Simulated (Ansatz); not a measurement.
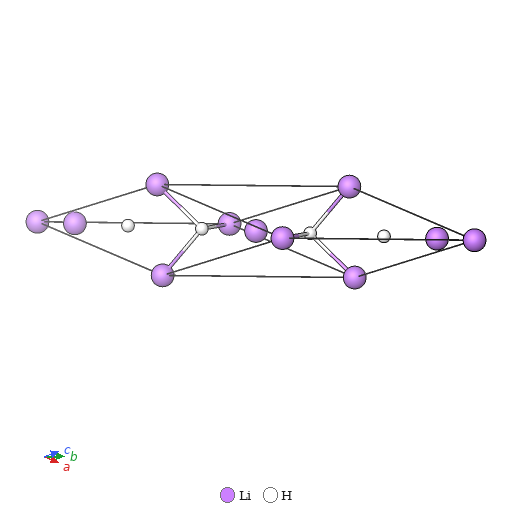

System: LiH, space group R-3m (No. 166) (cell built by us, not taken from a database). The picture shows the cell.

The given structure:
```xyz
8
Lattice="1.4033 0.8102 9.5235 -1.4033 0.8102 9.5235 0.0000 -1.6204 9.5235" Properties=species:S:1:pos:R:3 pbc="T T T"
Li    0.0000    0.0000    0.0000
Li    0.0000    0.0000   14.2853
Li    0.0000    0.0000   26.1204
Li    0.0000    0.0000    2.4501
H     0.0000    0.0000   22.6520
H     0.0000    0.0000    5.9185
H     0.0000    0.0000   17.8230
H     0.0000    0.0000   10.7475
```

Calculation (Ansatz 0.2.0): Born effective charges by linear response at the zone centre, in units of the proton charge, Cartesian axes of the given cell; plane waves with PAW datasets. Level: PBE, no spin polarisation.

| setting | value |
| --- | --- |
| wave cutoff | 420 eV |
| k mesh | 12×12×12 |
| occupations | fixed |
| pressure | 0 GPa |

Predict the mean Born effective charge of each atom. The cases: Li 1; Li 2; Li 3; Li 4; H 1; H 2; H 3; H 4.

Li 2, Li 3, Li 4, H 3 and H 4 share the largest size, 0.99 e, and the charges add up to 0.00 e. The diagonal components of each atom differ by at most 0.08 e.

| atom | mean Born effective charge (e) | Born charge xx (e) | Born charge zz (e) |
| --- | --- | --- | --- |
| Li 1 | 0.97 | 0.943 | 1.026 |
| Li 2 | 0.99 | 1.002 | 0.959 |
| Li 3 | 0.98 | 0.981 | 0.990 |
| Li 4 | 0.98 | 0.981 | 0.990 |
| H 1 | −0.97 | −0.986 | −0.948 |
| H 2 | −0.97 | −0.986 | −0.948 |
| H 3 | −0.99 | −0.967 | −1.034 |
| H 4 | −0.99 | −0.967 | −1.034 |

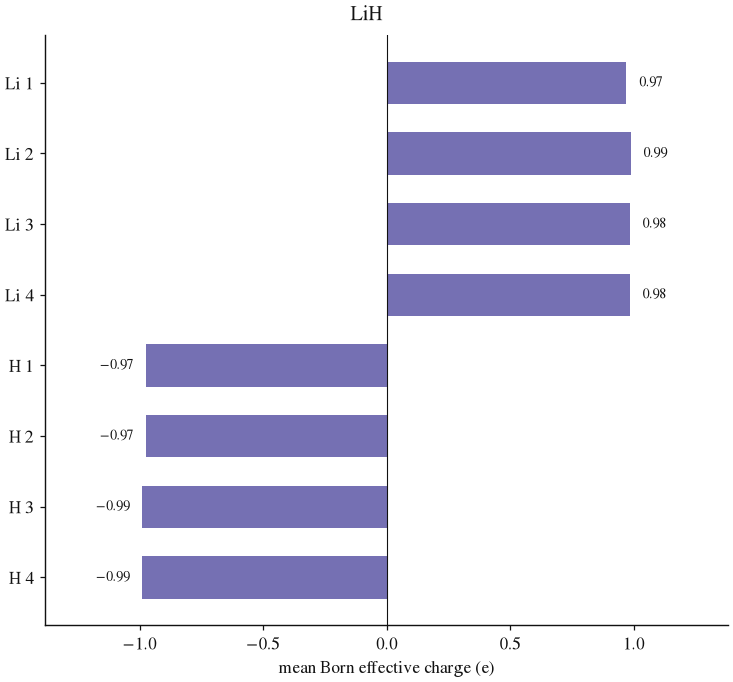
